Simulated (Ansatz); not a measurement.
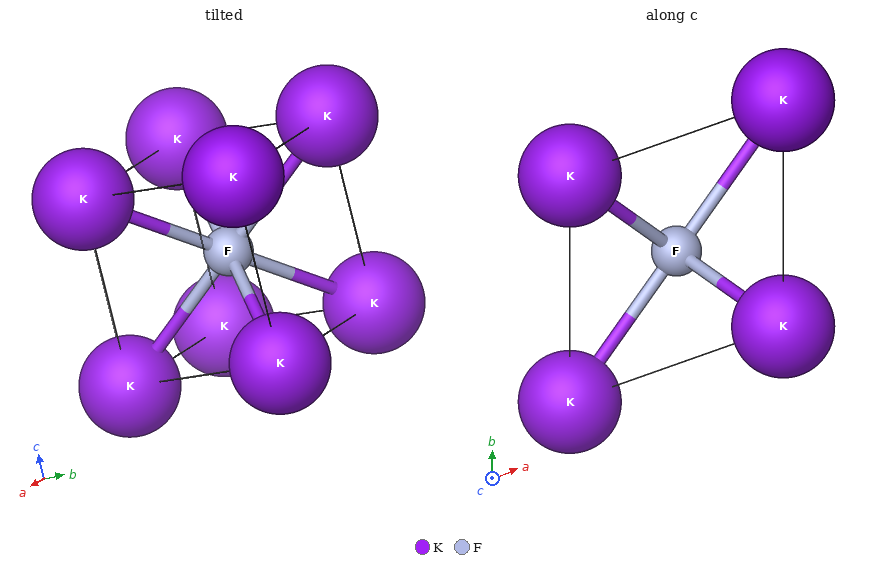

View slightly off an axis and along the c axis, drawn as a ball-and-stick model. The simulation cell is outlined; an atom on or near a face, edge or corner is repeated at each equivalent position.

Input file:
```yaml
crystal:
  lattice:
    - [0.0, 2.6535256432, 2.6535256432]
    - [2.6535256432, 0.0, 2.6535256432]
    - [2.6535256432, 2.6535256432, 0.0]
  atoms:
    - { symbol: K, position: [0.0, 0.0, 0.0] }
    - { symbol: F, position: [0.5, 0.5, 0.5] }
kpoints:
  mp_grid: { grid: [8, 8, 8] }
hamiltonian:
  xc: pbesol
scf:
  occupations: { method: fixed }
phonons:
  method: dfpt
  dielectric: true
  qpoints: [[0, 0, 0]]
  rigid_motions: translations
```
Run as:
```sh
ansatz run input.yaml --threads 2 --pin off --max-ram 29491MiB --backend cpu --events-out ev --progress --plain --runs-dir out
```

Method used: Ansatz, DFT, PBEsol, plane waves, PAW. It ran with wavefunction cutoff 420 eV, an 8×8×8 sampling of the Brillouin zone, no spin polarisation.

Question: Classify it as metallic or gapped, with the value.

Answer: An insulator at this level, with a gap of 6.15 eV, direct.

Question: Give the high-frequency dielectric constant.

Answer: ε∞ averages 2.0.

Origin of the cell: a structure listed in the Materials Project. Earlier steps of the study may have refined or changed the cell and positions. It went into a calculation with Ansatz.
